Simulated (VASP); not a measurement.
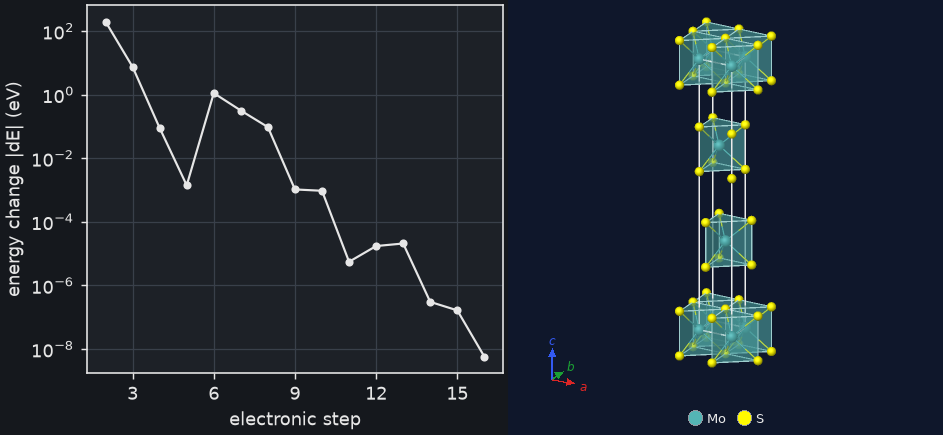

Beside the plot: the structure in its conventional cell.

The plot shows the electronic steps of a calculation: energy change |dE|.

Program: VASP.

INCAR
```
ENCUT = 520.000000
SIGMA = 0.020000
EDIFF = 1.00e-07
GGA = PE
PREC = Accurate
IBRION = -1
ISIF = 2
ISMEAR = -1
NBANDS = 20
NELM = 120
NSW = 0
LASPH = .TRUE.
LCHARG = .FALSE.
LWAVE = .FALSE.
LREAL = .FALSE.
```

KPOINTS
```
KPOINTS created by Atomic Simulation Environment
0
Gamma
10 10 10
0 0 0
```

POSCAR
```
Mo S
 1.0000000000000000
     1.6034666397282493    0.9257618960836902    6.2558790839000000
    -1.6034666397282493    0.9257618960836902    6.2558790839000000
     0.0000000000000000   -1.8515237921673804    6.2558790839000000
 Mo  S
   1   2
Cartesian
  0.0000000000000000  0.0000000000000000 -0.0002327896249160
  0.0000000000000000 -0.0000000000000000  7.8017650333270963
 -0.0000000000000000  0.0000000000000000  4.7102259247234119
```

Q: Was self-consistency reached?

A: The run converged; it took 16 steps. The energy change falls unevenly and jumps up by a factor of two or more twice on the way down, most sharply at step 6 (by about 3 orders of magnitude). The jump at step 6 comes where the charge density, held fixed for the first 5 steps, starts to be updated.

Q: What is the energy change at the start and at the end?

A: It starts near 200 and ends near 6 × 10⁻⁹ eV.
